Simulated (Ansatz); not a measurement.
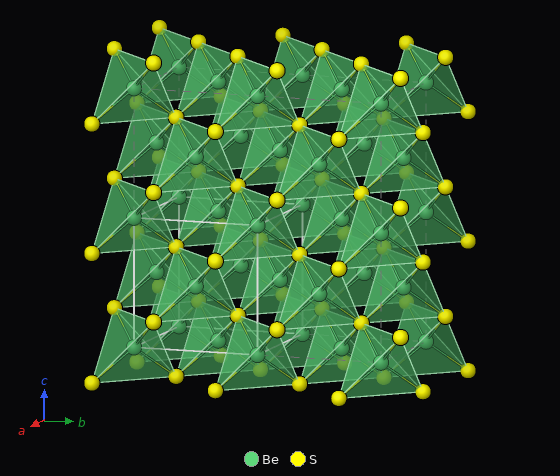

Polyhedra are drawn about Be (bonds: Be–S below 2.4 Å); other atoms are plain spheres.

System BeS (space group F-43m, No. 216); source of the atomic positions: coordinates from a relaxation with Ansatz 0.2.0, DFT, PBE, plane waves, PAW.

Q: What figure surrounds each Be atom, and what does it share with the other drawn polyhedra?

A: Be: BeS4 tetrahedron, sharing corners with twelve neighbours.

Q: What is the connectivity of the polyhedra: isolated, groups, chains, layers or framework?

A: They form a three-dimensional framework of corner-sharing tetrahedra.

Q: How far apart are the centres of linked polyhedra?

A: Centre to centre across a shared corner: 3.45 Å.
